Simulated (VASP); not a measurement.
**Geometry relaxation of MoSi2 (part 1 of 3)**

The run: geometry relaxation of MoSi2 (I4/mmm, 3 atoms in the cell). Method and program: Kohn-Sham DFT of a periodic cell, LDA, VASP PAW LDA potentials, recommended, no spin polarisation (VASP 6.6.1).

The structure derives from an entry of the Crystallography Open Database.

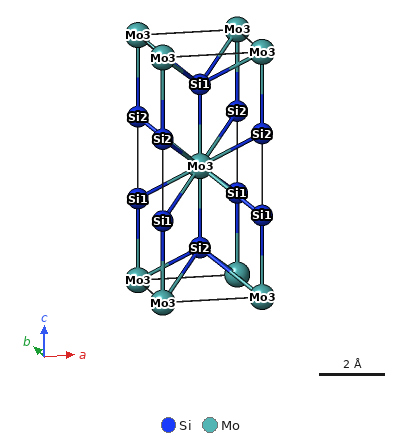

Figure 1. The structure as given in the input (ball-and-stick view of the cell 2 times as large as that of the calculation, set on its symmetry axes, seen slightly off an axis; atoms are numbered from 1 in the order of the input). An atom can appear more than once, as a periodic image.

Summary

| quantity | value |
| --- | --- |
| outcome | converged |
| space group (tolerance 0.01 Å) | I4/mmm (139) |
| electrons treated | 22 |
| free energy | −25.8168 eV |
| gap on the k-point mesh | none (metallic) |
| pressure | −0.01 GPa |
| final volume | 39.20 Å³ |
| largest force (length of the vector) at the end | under 0.001 eV/Å |
| final cell | a = 4.490 Å, b = 4.490 Å, c = 4.490 Å, α = 138.59°, β = 138.59°, γ = 60.00° |
| hardware | 1 thread of Intel Xeon @ 2.50GHz (Skylake/Cascade Lake), 128 GiB of memory available, shared host |
| wall time | 3.7 min |
| peak memory | 0.17 GiB |

INCAR
```
ALGO = Fast
EDIFF = 1E-7
EDIFFG = -0.002
ENCUT = 350
GGA = CA
IBRION = 2
ISIF = 3
ISMEAR = 0
LASPH = T
LCHARG = F
LREAL = F
LWAVE = F
NELM = 80
NSW = 80
PREC = Accurate
SIGMA = 0.1
```

KPOINTS
```
k-points
0
Gamma
  10 10 10
```

POSCAR
```
Si2Mo
1.0
   -1.6000000000      1.6000000000      3.9305000000
    1.6000000000     -1.6000000000      3.9305000000
    1.6000000000      1.6000000000     -3.9305000000
Si Mo
2 1
Direct
    0.3330000000      0.3330000000      0.0000000000
    0.6670000000      0.6670000000      0.0000000000
    0.0000000000      0.0000000000      0.0000000000
```

Command:
```bash
cat potpaw_LDA.64/Si/POTCAR potpaw_LDA.64/Mo_sv/POTCAR > POTCAR
mpirun -np 1 vasp_std > vasp.out
```

OSZICAR
```
N       E                     dE             d eps       ncg     rms          rms(c)
DAV:   1     0.902337944442E+02    0.90234E+02   -0.91706E+03  3124   0.103E+03
DAV:   2    -0.246194775760E+02   -0.11485E+03   -0.11337E+03  3725   0.289E+02
DAV:   3    -0.267179348505E+02   -0.20985E+01   -0.20549E+01  4013   0.368E+01
DAV:   4    -0.267287810889E+02   -0.10846E-01   -0.10838E-01  3543   0.294E+00
DAV:   5    -0.267288729606E+02   -0.91872E-04   -0.91868E-04  4061   0.243E-01    0.219E+01
RMM:   6    -0.258891609291E+02    0.83971E+00   -0.45816E+00  3065   0.156E+01    0.467E+00
RMM:   7    -0.258085269216E+02    0.80634E-01   -0.40425E-01  3082   0.448E+00    0.358E+00
RMM:   8    -0.257893311940E+02    0.19196E-01   -0.11892E-01  3091   0.197E+00    0.430E-01
RMM:   9    -0.257892204098E+02    0.11078E-03   -0.39438E-02  3081   0.937E-01    0.258E-01
RMM:  10    -0.257888780403E+02    0.34237E-03   -0.49268E-03  3119   0.489E-01    0.155E-01
RMM:  11    -0.257887873869E+02    0.90653E-04   -0.11208E-03  3109   0.234E-01    0.104E-01
RMM:  12    -0.257887982654E+02   -0.10878E-04   -0.35092E-04  3087   0.138E-01    0.641E-02
RMM:  13    -0.257887856142E+02    0.12651E-04   -0.10376E-04  3078   0.852E-02    0.182E-02
RMM:  14    -0.257887877248E+02   -0.21106E-05   -0.22213E-05  3119   0.263E-02    0.115E-02
RMM:  15    -0.257887878010E+02   -0.76220E-07   -0.30401E-06  2799   0.103E-02    0.699E-03
RMM:  16    -0.257887878059E+02   -0.48531E-08   -0.14774E-06  2746   0.839E-03    0.414E-03
RMM:  17    -0.257887877923E+02    0.13514E-07   -0.30602E-07  2202   0.287E-03
   1 F= -.25788788E+02 E0= -.25787577E+02  d E =-.257888E+02
       N       E                     dE             d eps       ncg     rms          rms(c)
DAV:   1    -0.271150326765E+02   -0.13262E+01   -0.32672E+01  3326   0.661E+01    0.188E+01
RMM:   2    -0.257881244891E+02    0.13269E+01   -0.61613E+00  3060   0.215E+01    0.348E+00
RMM:   3    -0.257654707712E+02    0.22654E-01   -0.49778E-01  3093   0.452E+00    0.179E+00
RMM:   4    -0.257510326385E+02    0.14438E-01   -0.15061E-01  3064   0.304E+00    0.783E-01
RMM:   5    -0.257475627180E+02    0.34699E-02   -0.17608E-02  3071   0.109E+00    0.764E-01
RMM:   6    -0.257461664828E+02    0.13962E-02   -0.91685E-03  3068   0.494E-01    0.491E-01
RMM:   7    -0.257464314429E+02   -0.26496E-03   -0.11579E-03  3067   0.250E-01    0.568E-02
RMM:   8    -0.257464108176E+02    0.20625E-04   -0.67301E-04  3112   0.175E-01    0.858E-02
RMM:   9    -0.257464124167E+02   -0.15991E-05   -0.10061E-04  3135   0.667E-02    0.390E-02
RMM:  10    -0.257464068966E+02    0.55201E-05   -0.17903E-05  3079   0.299E-02    0.636E-03
RMM:  11    -0.257464070770E+02   -0.18048E-06   -0.34464E-06  3065   0.129E-02    0.353E-03
RMM:  12    -0.257464071733E+02   -0.96260E-07   -0.69064E-07  2336   0.526E-03
   2 F= -.25746407E+02 E0= -.25745649E+02  d E =0.423806E-01
       N       E                     dE             d eps       ncg     rms          rms(c)
DAV:   1    -0.263825549361E+02   -0.63615E+00   -0.12891E+01  3522   0.418E+01    0.933E+00
RMM:   2    -0.258701811823E+02    0.51237E+00   -0.31016E+00  3060   0.146E+01    0.224E+00
RMM:   3    -0.258183458756E+02    0.51835E-01   -0.23832E-01  3069   0.352E+00    0.640E-01
RMM:   4    -0.258142054525E+02    0.41404E-02   -0.69024E-02  3080   0.214E+00    0.372E-01
RMM:   5    -0.258138810324E+02    0.32442E-03   -0.13365E-02  3080   0.759E-01    0.320E-01
RMM:   6    -0.258141843450E+02   -0.30331E-03   -0.17419E-03  3118   0.297E-01    0.115E-01
RMM:   7    -0.258142804564E+02   -0.96111E-04   -0.45505E-04  3117   0.124E-01    0.153E-02
RMM:   8    -0.258142849968E+02   -0.45404E-05   -0.10474E-04  3069   0.785E-02    0.380E-02
RMM:   9    -0.258142841886E+02    0.80817E-06   -0.32065E-05  3110   0.390E-02    0.412E-03
RMM:  10    -0.258142845620E+02   -0.37337E-06   -0.53948E-06  3004   0.140E-02    0.187E-03
RMM:  11    -0.258142845865E+02   -0.24493E-07   -0.53980E-07  2268   0.511E-03
   3 F= -.25814285E+02 E0= -.25813238E+02  d E =-.254968E-01
       N       E                     dE             d eps       ncg     rms          rms(c)
DAV:   1    -0.258143797591E+02   -0.95197E-04   -0.20112E-03  3816   0.517E-01    0.127E-01
RMM:   2    -0.258142978606E+02    0.81899E-04   -0.46757E-04  3060   0.180E-01    0.298E-02
RMM:   3    -0.258142924896E+02    0.53709E-05   -0.37220E-05  3081   0.411E-02    0.923E-03
RMM:   4    -0.258142915890E+02    0.90061E-06   -0.11687E-05  3071   0.281E-02    0.620E-03
RMM:   5    -0.258142914998E+02    0.89238E-07   -0.20126E-06  2729   0.950E-03    0.538E-03
RMM:   6    -0.258142914975E+02    0.22942E-08   -0.39454E-07  2222   0.379E-03
   4 F= -.25814291E+02 E0= -.25813248E+02  d E =-.255037E-01
       N       E                     dE             d eps       ncg     rms          rms(c)
DAV:   1    -0.258180974638E+02   -0.38060E-02   -0.88936E-02  3438   0.246E+00    0.383E-01
RMM:   2    -0.258168467485E+02    0.12507E-02   -0.84581E-03  3062   0.761E-01    0.180E-01
RMM:   3    -0.258167777348E+02    0.69014E-04   -0.72945E-04  3065   0.214E-01    0.657E-02
RMM:   4    -0.258167634180E+02    0.14317E-04   -0.17775E-04  3083   0.110E-01    0.283E-02
RMM:   5    -0.258167661428E+02   -0.27248E-05   -0.31178E-05  3076   0.408E-02    0.195E-02
RMM:   6    -0.258167661946E+02   -0.51778E-07   -0.47300E-06  3125   0.162E-02    0.985E-03
RMM:   7    -0.258167663459E+02   -0.15138E-06   -0.81086E-07  2456   0.621E-03    0.140E-03
RMM:   8    -0.258167663462E+02   -0.23147E-09   -0.16101E-07  2033   0.294E-03
   5 F= -.25816766E+02 E0= -.25815910E+02  d E =-.247485E-02
       N       E                     dE             d eps       ncg     rms          rms(c)
DAV:   1    -0.258168681240E+02   -0.10178E-03   -0.28417E-03  3795   0.440E-01    0.686E-02
RMM:   2    -0.258168278846E+02    0.40239E-04   -0.27715E-04  3062   0.137E-01    0.330E-02
RMM:   3    -0.258168257331E+02    0.21515E-05   -0.24689E-05  3065   0.389E-02    0.122E-02
RMM:   4    -0.258168253515E+02    0.38161E-06   -0.59517E-06  3082   0.197E-02    0.503E-03
RMM:   5    -0.258168254581E+02   -0.10659E-06   -0.10749E-06  2667   0.738E-03    0.348E-03
RMM:   6    -0.258168254638E+02   -0.56543E-08   -0.17383E-07  2031   0.302E-03
   6 F= -.25816825E+02 E0= -.25816002E+02  d E =-.253397E-02
       N       E                     dE             d eps       ncg     rms          rms(c)
DAV:   1    -0.258171622402E+02   -0.33678E-03   -0.78665E-03  3382   0.102E+00    0.251E-01
RMM:   2    -0.258168421903E+02    0.32005E-03   -0.18086E-03  3060   0.355E-01    0.582E-02
RMM:   3    -0.258168197775E+02    0.22413E-04   -0.13112E-04  3071   0.800E-02    0.178E-02
RMM:   4    -0.258168170179E+02    0.27596E-05   -0.43606E-05  3073   0.554E-02    0.125E-02
RMM:   5    -0.258168168021E+02    0.21579E-06   -0.68516E-06  3090   0.183E-02    0.108E-02
RMM:   6    -0.258168168205E+02   -0.18372E-07   -0.14555E-06  2728   0.726E-03    0.569E-03
RMM:   7    -0.258168169460E+02   -0.12556E-06   -0.21596E-07  2065   0.330E-03    0.105E-03
RMM:   8    -0.258168169332E+02    0.12828E-07   -0.13398E-07  1967   0.284E-03
   7 F= -.25816817E+02 E0= -.25815988E+02  d E =0.853056E-05
       N       E                     dE             d eps       ncg     rms          rms(c)
DAV:   1    -0.258169591954E+02   -0.14225E-03   -0.28960E-03  3634   0.621E-01    0.153E-01
RMM:   2    -0.258168412144E+02    0.11798E-03   -0.67245E-04  3061   0.216E-01    0.354E-02
RMM:   3    -0.258168331265E+02    0.80879E-05   -0.50395E-05  3074   0.490E-02    0.109E-02
RMM:   4    -0.258168318269E+02    0.12996E-05   -0.16498E-05  3073   0.338E-02    0.754E-03
RMM:   5    -0.258168317171E+02    0.10971E-06   -0.26862E-06  2908   0.112E-02    0.650E-03
RMM:   6    -0.258168317101E+02    0.69945E-08   -0.56343E-07  2294   0.446E-03
   8 F= -.25816832E+02 E0= -.25816006E+02  d E =-.624638E-05
```

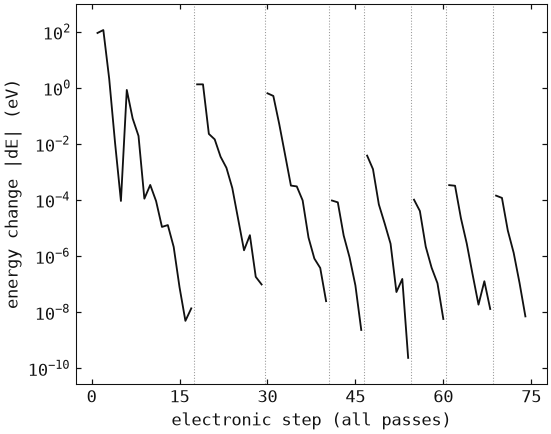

Figure 2. Convergence of the self-consistent field: energy change |dE| against the electronic step. Each stretch between dotted lines is the SCF of one geometry step of a relaxation. The 8 ionic steps take 6 to 17 electronic steps each. The density is held fixed in the first few steps, and dE rises again when its update begins.

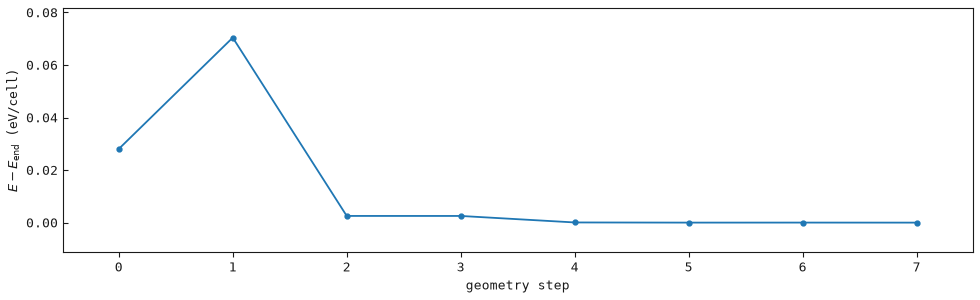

Figure 3. Progress of the relaxation, step by step (steps are counted from 0).

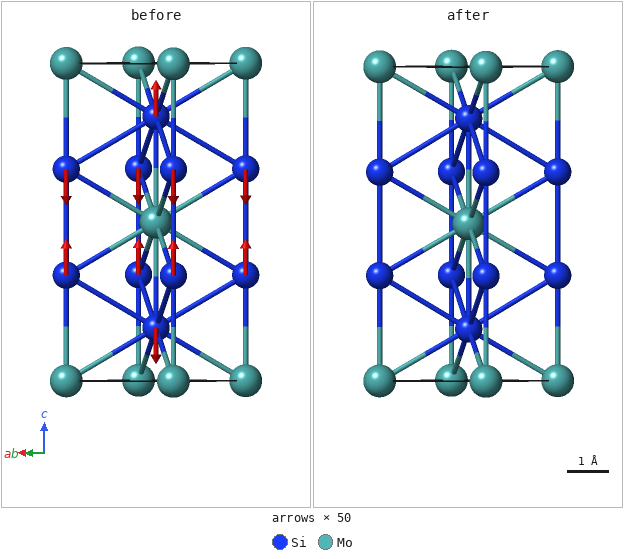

Figure 4. Before (left) and after (right) the relaxation, at one scale (ball-and-stick view of the cell 2 times as large as that of the calculation, set on its symmetry axes, seen at an oblique angle). The red arrows give the displacements (without the part carried along by the change of the cell), magnified 50 times. The energy falls by 28.0 meV per cell of the calculation in 7 geometry steps. Largest force component: 0.38 eV/Å at the start, 0.00036 eV/Å at the end. The largest moves relative to the cell, 0.018 Å, are those of Si1 and Si2. Mo stays in place. Cell: a = b 3.200 → 3.175 Å (−0.8 %), c 7.861 → 7.777 Å (−1.1 %). Volume −2.6 %. Among the contacts that change: Si1–Si2 2.626 → 2.561 Å, Si1–Mo3 2.616 → 2.585 Å. The space group stays I4/mmm (No. 139). (Atoms are counted from 1 in the order of the input.)

Parts of OUTCAR
```
EDIFF = 1E-7
   EDIFFG = -0.002
   ENCUT = 350
   GGA = CA
   IBRION = 2
   ISIF = 3
   ISMEAR = 0
   LASPH = T
   LREAL = F
   NELM = 80
   NSW = 80
   PREC = Accurate

 ion  position               nearest neighbor table
   1  0.333  0.333  0.000-   2 2.61   2 2.61   2 2.61   2 2.61   3 2.62   3 2.62   3 2.62   3 2.62
                             3 2.62   2 2.63
   2  0.667  0.667  0.000-   1 2.61   1 2.61   1 2.61   1 2.61   3 2.62   3 2.62   3 2.62   3 2.62
                             3 2.62   1 2.63
   3  0.000  0.000  0.000-   2 2.62   1 2.62   2 2.62   1 2.62   2 2.62   1 2.62   1 2.62   2 2.62
                             1 2.62   2 2.62

  LATTYP: Found a body centered tetragonal cell.
 ALAT       =     3.2000000000
 C/A-ratio  =     2.4565625000

  Lattice vectors:

 A1 = (  -1.6000000000,   1.6000000000,   3.9305000000)
 A2 = (   1.6000000000,  -1.6000000000,   3.9305000000)
 A3 = (   1.6000000000,   1.6000000000,  -3.9305000000)

Analysis of symmetry for initial positions (statically):
=====================================================================
 Subroutine PRICEL returns:
 Original cell was already a primitive cell.

 Routine SETGRP: Setting up the symmetry group for a
 body centered tetragonal supercell.

 Subroutine GETGRP returns: Found 16 space group operations
 (whereof 16 operations were pure point group operations)
 out of a pool of 16 trial point group operations.

The static configuration has the point symmetry D_4h.

Analysis of symmetry for dynamics (positions and initial velocities):
=====================================================================
 Subroutine PRICEL returns:
 Original cell was already a primitive cell.

 Routine SETGRP: Setting up the symmetry group for a
 body centered tetragonal supercell.

 Subroutine GETGRP returns: Found 16 space group operations
 (whereof 16 operations were pure point group operations)
 out of a pool of 16 trial point group operations.

The dynamic configuration has the point symmetry D_4h.

 Subroutine INISYM returns: Found 16 space group operations
 (whereof 16 operations are pure point group operations),
 and found     1 'primitive' translations

----------------------------------------------------------------------------------------

                                     Primitive cell

  volume of cell :      40.2483

  direct lattice vectors                    reciprocal lattice vectors
    -1.600000000  1.600000000  3.930500000     0.000000000  0.312500000  0.127210279
     1.600000000 -1.600000000  3.930500000     0.312500000  0.000000000  0.127210279
     1.600000000  1.600000000 -3.930500000     0.312500000  0.312500000  0.000000000

  length of vectors
     4.535287229  4.535287229  4.535287229     0.337399918  0.337399918  0.441941738

  position of ions in fractional coordinates (direct lattice)
     0.333000000  0.333000000  0.000000000
     0.667000000  0.667000000  0.000000000
     0.000000000  0.000000000  0.000000000

  ion indices of the primitive-cell ions
   primitive index   ion index
                 1           1
                 2           2
                 3           3

----------------------------------------------------------------------------------------

 KPOINTS: k-points

Automatic generation of k-mesh.
 Grid dimensions read from file:
 generate k-points for:   10   10   10

 Generating k-lattice:

  Cartesian coordinates                     Fractional coordinates (reciprocal lattice)
     0.000000000  0.031250000  0.012721028     0.100000000  0.000000000 -0.000000000
     0.031250000  0.000000000  0.012721028     0.000000000  0.100000000 -0.000000000
     0.031250000  0.031250000  0.000000000     0.000000000  0.000000000  0.100000000
```
